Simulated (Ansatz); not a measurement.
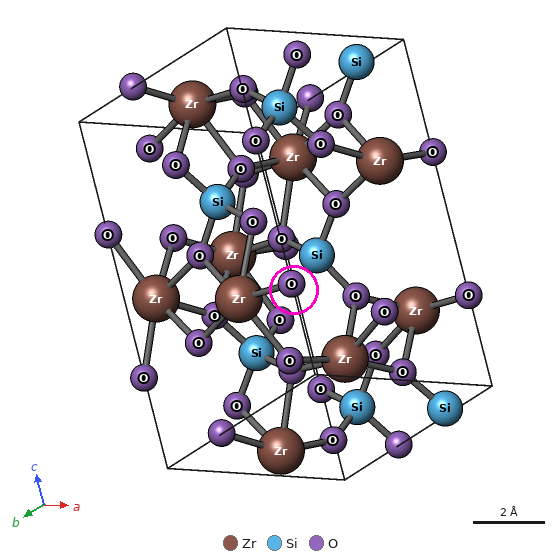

A ball-and-stick rendering, viewed from a general direction. The wireframe shows the supercell. The host is ZrSiO4, in a cell of 36 sites, and the cell carries a charge of +1. A ring marks the defect's site.

**What kind of defect was put in?**

An oxygen vacancy. Around the empty site lies one Si at about 1.6 Å.

Run with Ansatz 0.2.0, DFT PBE, scalar-relativistic, plane waves, PAW and these settings: plane waves up to 420 eV, k-points on a 2×2×2 grid, Gaussian smearing of 0.02 eV, collinear spins.

**Is the defect magnetic?**

No net moment.

The atoms were relaxed in the host's cell with Ansatz 0.2.0, DFT PBE, scalar-relativistic, plane waves, PAW.
